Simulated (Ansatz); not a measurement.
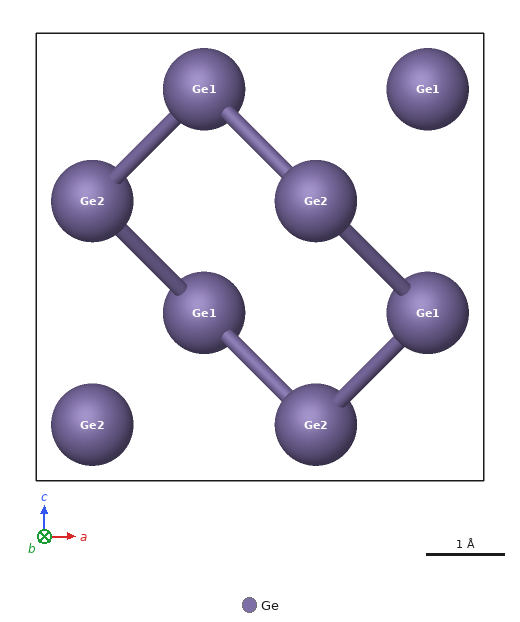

*The input geometry (ball-and-stick view of the cell 4 times as large as that of the calculation, set on its symmetry axes, along the b axis; atoms are numbered from 1 in the order of the input).*

Near neighbours in the crystal (not all of them lie inside the picture): Ge has 4 Ge at 2.50 Å.

Run report: Ge, geometry relaxation (part 1 of 2)

System: Ge (Fd-3m, 2 atoms in the cell).
Method: DFT, PBE, PAW with Ansatz's default frozen-core files, scalar-relativistic, no spin polarisation (Ansatz 0.2.0).

The structure was built on a prototype by a generator; it need not be a known phase. It belongs to a series of runs on one base structure; here: bulk cell relaxed. Figures and captions count atoms from 1; the log counts them from 0 in places.

## The input
```yaml
crystal:
  lattice:
    - [0.0, 2.8859806916, 2.8859806916]
    - [2.8859806916, 0.0, 2.8859806916]
    - [2.8859806916, 2.8859806916, 0.0]
  atoms:
    - { symbol: Ge, position: [-0.125, -0.125, -0.125] }
    - { symbol: Ge, position: [0.125, 0.125, 0.125] }
kpoints:
  mp_grid: { grid: [10, 10, 10] }
scf:
  occupations: { method: fermi_dirac, width: 0.02 }
hamiltonian:
  xc: pbe
  pseudopotentials: { kind: paw }
output:
  forces: true
  stress: true
  write_density: true
  write_potential: true
  elf: true
  volumetric_format: npy
relax:
  f_tol: 0.005
  max_steps: 40
  cell: {}
```

Launched with:
```bash
ansatz run input.yaml --threads 2 --pin off --max-ram 4096MiB --backend cpu --events-out ev --progress --plain --runs-dir out
```

## Output
```
Engine: ansatz 0.2.0, aarch64-unknown-linux-gnu
Pseudopotentials: kind: paw
Pseudopotential: Ge, paw, valence charge 14, recommended cutoff 420 eV (normal), Ge.paw.azcp
Functional definition: PBE
  parameter kappa = 0.804
  parameter beta = 0.06672455060314922
  exchange = pbe_x(kappa = kappa, mu = beta*pi^2/3)
  correlation = pbe_c(beta = beta)
Crystal: 2 atoms, lattice volume = 48.074 Å³
Basis set: ecut = 420 eV, 941 PW (Γ), exchange–correlation on 60×60×60 points (8 copies of the dense FFT grid, shifted against one another)
Bands: 18, of which v1, the nominal top of the filled ones, is band 14 counted from 1 (13 counted from 0)
Symmetry: 48 space group operations
Space group: Fd-3m (ITA 227), of the structure as read, at distance tolerance 3.6e-5 Å
k-points: 47 of 1000
Non-local potential: Ge, projectors of the file, l = 0: 2, l = 1: 2, l = 2: 3, l = 3: 1
PAW form: soft (Blöchl's): semilocal exchange-correlation on the pseudo side does not see the compensation charge
PAW one-centre angular grid: Ge, 590 points (default); XC on 64 Gauss nodes
Initial density: superposition of atomic densities (neutral atoms: chi_scale 0, normalization atom), corrected by the library's trained network
Initial wavefunctions: pseudopotential atomic-orbital guess
Functional: x = pbe(κ = 0.804, μ = 0.2195149727645171), c = pbe(β = 0.06672455060314922)
SCF iter   1: F=—  HF=-8589.964669 eV  |F-HF|=—  |Δ(HF+E_count)|=         —  Δρ=1.65e-3  dr2=1.65e-3  ethr=1.77e-3  ⟨swp⟩=6.0  Hψ=3930  notcnv=0
preconditioner: auto → none  [insulator: Δε(μ)=0.213 eV  Ē_g=23.200 eV  σ=0.020 eV  W_gap=0.68  n_scr=14 (ndim 8)  ℏωp=28.3 eV  f_vac=0.091  D(μ)=0.14/eV (n_scr^D=0)  ε∞_Penn≈2.5]
SCF iter   2: F=—  HF=-8589.964447 eV  |F-HF|=—  |Δ(HF+E_count)|=   2.22e-4  Δρ=8.79e-4  dr2=3.03e-4  ethr=5.89e-6  ⟨swp⟩=2.0  Hψ=2022  notcnv=0
SCF iter   3: F=—  HF=-8589.964510 eV  |F-HF|=—  |Δ(HF+E_count)|=   6.30e-5  Δρ=2.71e-4  dr2=3.13e-5  ethr=1.08e-6  ⟨swp⟩=2.0  Hψ=1548  notcnv=0
SCF iter   4: F=—  HF=-8589.964538 eV  |F-HF|=—  |Δ(HF+E_count)|=   2.79e-5  Δρ=8.65e-5  dr2=3.09e-6  ethr=1.12e-7  ⟨swp⟩=2.0  Hψ=1496  notcnv=0
iter 5 did not close the SCF: its close was put off for the readings that it lacked (scf_convergence_deferred on its scf_iter line)
SCF iter   5: F=-8589.964542 eV  HF=-8589.964542 eV  |F-HF|=8.13e-8  |Δ(HF+E_count)|=   3.86e-6  Δρ=1.47e-5  dr2=5.14e-8  ethr=1.10e-8  ⟨swp⟩=2.0  Hψ=1507  notcnv=0
SCF iter   6: F=-8589.964542 eV  HF=-8589.964542 eV  |F-HF|=2.42e-9  |Δ(HF+E_count)|=   6.67e-9  Δρ=2.55e-6  dr2=1.44e-9  ethr=1.84e-10  ⟨swp⟩=5.0  Hψ=4693  notcnv=0
SCF 1 converged in 6 iterations: F = -8589.964542 eV  dr2 = 1.44e-9
  greatest PAW one-centre occupation: 0.998 electrons in one spin orbital (limit 2), on the Ge atom at site 1 (counted from 0), in its partial waves of l = 2
relax step   1: F+E_penalty+E_count = -8589.96454226 eV  Δ(F+E_penalty+E_count) = +0.000e0 eV  max|allowed force component| = 9.252e-18 eV/Å  Δτ_max = 0.0000 Å  P = -0.332 GPa  Ω = 48.074 Å³  (6 SCF iters, dr2 threshold 1.00e-7 eV, accepted)
Crystal: 2 atoms, lattice volume = 47.845 Å³
Initial density: handed on by an earlier stage of this run
Initial wavefunctions: those handed on with the density
iter 1 solved again at ethr=1.12e-7 eV; its pass at ethr=3.10e-3 eV (dr2=3.13e-5 eV) is discarded
SCF iter   1: F=—  HF=-8589.964850 eV  |F-HF|=—  |Δ(HF+E_count)|=         —  Δρ=2.08e-4  dr2=2.39e-5  ethr=1.12e-7  ⟨swp⟩=2.0  Hψ=4651  notcnv=0
preconditioner: auto → none  [insulator: Δε(μ)=0.213 eV  Ē_g=23.223 eV  σ=0.020 eV  W_gap=0.61  n_scr=14 (ndim 8)  ℏωp=28.4 eV  f_vac=0.083  D(μ)=0.14/eV (n_scr^D=0)  ε∞_Penn≈2.5]
SCF iter   2: F=—  HF=-8589.964855 eV  |F-HF|=—  |Δ(HF+E_count)|=   4.98e-6  Δρ=9.87e-5  dr2=4.77e-6  ethr=8.53e-8  ⟨swp⟩=1.0  Hψ=846  notcnv=0
SCF iter   3: F=-8589.964856 eV  HF=-8589.964856 eV  |F-HF|=3.38e-8  |Δ(HF+E_count)|=   1.26e-6  Δρ=1.71e-5  dr2=4.63e-8  ethr=7.14e-10  ⟨swp⟩=6.0  Hψ=5309  notcnv=0
SCF 2 converged in 3 iterations: F = -8589.964856 eV  dr2 = 4.63e-8
relax step   2: F+E_penalty+E_count = -8589.96485581 eV  Δ(F+E_penalty+E_count) = -3.136e-4 eV  max|allowed force component| = 2.313e-17 eV/Å  Δτ_max = 0.0000 Å  P = -0.055 GPa  Ω = 47.845 Å³  energy of the carried Pulay correction = +3.575e-5 eV  (3 SCF iters, dr2 threshold 2.00e-7 eV, accepted)
Crystal: 2 atoms, lattice volume = 47.799 Å³
iter 1 solved again at ethr=4.25e-9 eV; its pass at ethr=3.10e-3 eV (dr2=1.19e-6 eV) is discarded
SCF iter   1: F=—  HF=-8589.964866 eV  |F-HF|=—  |Δ(HF+E_count)|=         —  Δρ=4.94e-5  dr2=1.07e-6  ethr=4.25e-9  ⟨swp⟩=2.0  Hψ=4651  notcnv=0
preconditioner: auto → none  [insulator: Δε(μ)=0.213 eV  Ē_g=23.227 eV  σ=0.020 eV  W_gap=0.59  n_scr=14 (ndim 8)  ℏωp=28.4 eV  f_vac=0.083  D(μ)=0.14/eV (n_scr^D=0)  ε∞_Penn≈2.5]
SCF iter   2: F=—  HF=-8589.964871 eV  |F-HF|=—  |Δ(HF+E_count)|=   4.62e-6  Δρ=2.29e-5  dr2=2.16e-7  ethr=3.82e-9  ⟨swp⟩=2.4  Hψ=1523  notcnv=0
SCF iter   3: F=—  HF=-8589.964871 eV  |F-HF|=—  |Δ(HF+E_count)|=   1.35e-7  Δρ=7.33e-6  dr2=1.31e-8  ethr=7.72e-10  ⟨swp⟩=2.8  Hψ=1512  notcnv=0
SCF iter   4: F=-8589.964871 eV  HF=-8589.964871 eV  |F-HF|=6.77e-10  |Δ(HF+E_count)|=   3.93e-9  Δρ=1.29e-6  dr2=4.28e-10  ethr=2.71e-11  ⟨swp⟩=6.9  Hψ=4394  notcnv=0
SCF 3 converged in 4 iterations: F = -8589.964871 eV  dr2 = 4.28e-10
relax step   3: F+E_penalty+E_count = -8589.96487086 eV  Δ(F+E_penalty+E_count) = -1.504e-5 eV  max|allowed force component| = 6.476e-17 eV/Å  Δτ_max = 0.0000 Å  P = +0.000 GPa  Ω = 47.799 Å³  energy of the carried Pulay correction = +4.285e-5 eV  (4 SCF iters, dr2 threshold 7.59e-9 eV, accepted)
Initial wavefunctions: pseudopotential atomic-orbital guess (no wavefunctions were taken with the density)
iter 1 solved again at ethr=1.83e-7 eV; its pass at ethr=3.10e-3 eV (dr2=5.14e-5 eV) is discarded
SCF iter   1: F=—  HF=-8589.964820 eV  |F-HF|=—  |Δ(HF+E_count)|=         —  Δρ=4.02e-6  dr2=2.22e-9  ethr=1.83e-7  ⟨swp⟩=3.0  Hψ=5981  notcnv=0
eigensolver tolerance schedule: the retry pair's looser diagonalisation over-reported the residual by 23154.58 of it (diagonalisation noise at an unbounded share of the residual, at the tolerance the schedule requests for it); recorded, not acted on — ethr = c·dr2/N_el stays at c = 1.0e-1
preconditioner: auto → none  [insulator: Δε(μ)=0.213 eV  Ē_g=23.226 eV  σ=0.020 eV  W_gap=0.59  n_scr=14 (ndim 8)  ℏωp=28.4 eV  f_vac=0.083  D(μ)=0.14/eV (n_scr^D=0)  ε∞_Penn≈2.5]
SCF iter   2: F=—  HF=-8589.964826 eV  |F-HF|=—  |Δ(HF+E_count)|=   5.97e-6  Δρ=2.26e-6  dr2=8.04e-10  ethr=7.92e-12  ⟨swp⟩=3.0  Hψ=1981  notcnv=0
SCF iter   3: F=—  HF=-8589.964826 eV  |F-HF|=—  |Δ(HF+E_count)|=   1.86e-9  Δρ=4.76e-7  dr2=4.05e-11  ethr=2.87e-12  ⟨swp⟩=2.0  Hψ=1428  notcnv=0
SCF iter   4: F=-8589.964826 eV  HF=-8589.964826 eV  |F-HF|=0.00e0  |Δ(HF+E_count)|=  8.19e-11  Δρ=4.34e-8  dr2=7.12e-13  ethr=1.00e-12  ⟨swp⟩=5.0  Hψ=3202  notcnv=0
SCF 4 converged in 4 iterations: F = -8589.964826 eV  dr2 = 7.12e-13
relax step   4: F+E_penalty+E_count = -8589.96482638 eV  Δ(F+E_penalty+E_count) = +4.448e-5 eV  max|allowed force component| = 7.401e-17 eV/Å  Δτ_max = 0.0000 Å  P = +0.000 GPa  Ω = 47.799 Å³  stress off target by 2.80e-4 GPa  SCF on the basis re-selected at this cell (its energy is not comparable with the rows above)  (4 SCF iters)
```

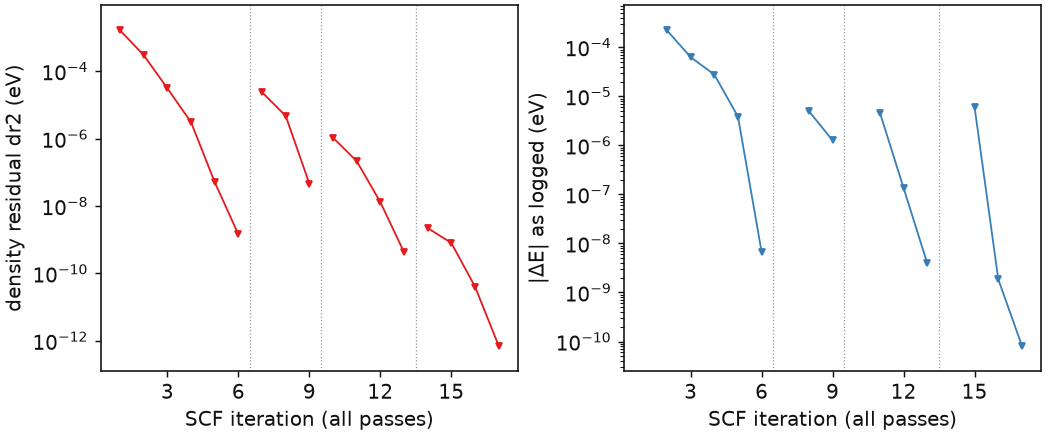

*Convergence of the self-consistent field: density residual dr2 and size of the energy change against the SCF iteration. The dotted lines part the SCF passes of the relaxation: geometry steps, rejected trials and re-solves on a re-selected basis.*

The passes take 6, 3, 4 and 4 iterations.

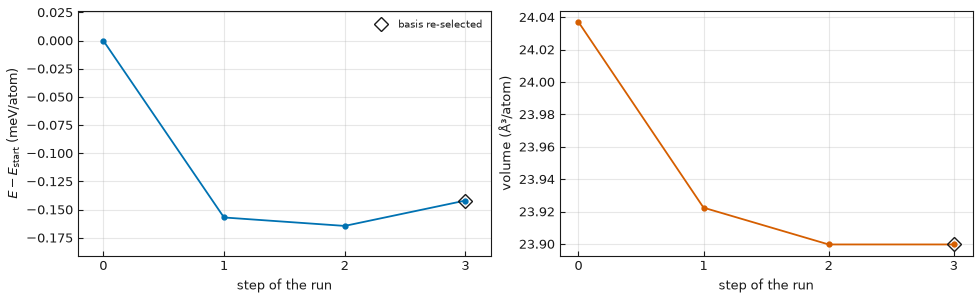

*Progress of the relaxation, step by step (the first geometry is step 0 here and step 1 in the log).*

No atom moves by more than 0.005 Å relative to the cell. Cell: a = b = c 5.772 → 5.761 Å (−0.2 %). Volume −0.6 %. Among the contacts that change: Ge1–Ge2 2.499 → 2.495 Å. The space group stays Fd-3m (No. 227). After 2 geometry steps the energy has fallen by 0.2 meV per atom. All forces vanish by symmetry, so only the cell relaxes. The pressure goes from −0.33 to 0.00 GPa. A last SCF at the same geometry on a re-selected plane-wave basis shifts the energy by +0.0 meV per atom. (Atoms are counted from 1 in the order of the input.)

```
basis re-selected at this cell: Δ(F+E_penalty+E_count) = +4.448e-5 eV, ΔP = +0.000 GPa vs the last step (what re-selecting the basis moved, of the pressure what is left beyond the Pulay correction that the steps carried, after the strain that the cell walked since its last selection, with what the two solves' SCF thresholds leave and, on support functions, any second-order correction that the steps lacked; it is no measure of the basis error at this ecutwfc). This SCF's stress stands 2.80e-4 GPa from its target on what of the cell is left free (relax.cell.stress_tol is 5.00e-2 GPa) and its largest allowed force component is 7.40e-17 eV/Å (relax.f_tol is 5.00e-3 eV/Å): within both
SCF converged after 4 iterations
Free energy (F): -8589.964826 eV
Harris-Foulkes:  -8589.964826 eV  (|F-HF|=0.00e0)
Internal energy: -8589.964660 eV  (E = F + TS)
E sigma→0 (E₀):  -8589.964743 eV
Entropy (-TS):   -0.000167 eV (-0.083 meV/atom)
Fermi energy:    7.869206 eV
--- Per-component energies (eV) ---
  E_band       = -315.468383
  E_kinetic    = 221.733001
  E_local      = -5018.272376  (includes V_loc(G=0)·N_el)
  E_nonlocal   = 836.388767
  E_hartree    = 2199.088356
  E_xc         = -150.587268
  E_vxc        = -128.459994  (∫ρ·V_xc dr)
  E_paw        = -4039.285257  (= ΣΔE_a)
  E_vpaw       = -625.035199  (= ΣTr[D̂ρ^β])
  E_aug_tail   = 0.000780  (compensation charges beyond the density's cutoff)
  E_ewald      = -2639.030663
  E_smearing   = -0.000167  (= −TS)
  E_closure    = 0.000000  (closes the sum)
  Σ components = -8589.964826   (vs F -8589.964826, Δ=0.00e0)
--- Forces (eV/Å), atoms counted from 1 ---
  atom   1  Ge     0.00000000    -0.00000000    -0.00000000
  atom   2  Ge    -0.00000000     0.00000000     0.00000000
  max |Σ_I F_I| component: 1.16e-17 eV/Å
--- Stress (GPa, compression-positive) ---
        0.000280       0.000000      -0.000000
       -0.000000       0.000280       0.000000
       -0.000000       0.000000       0.000280
  P = ⅓ Tr σ = 0.0003 GPa (0.003 kbar)
--- Band table (eV; the first three rows and the last of 47) ---
  k-point 0: bands = ["-16.8545", "-16.8545", "-16.8545", "-16.8229", "-16.8229", "-16.6389", "-16.6389", "-16.6389", "-16.6304", "-16.6304", "-4.4953", "7.4221", "7.8766", "7.8766", "7.8766", "10.4014", "10.4014", "10.4014"]
```
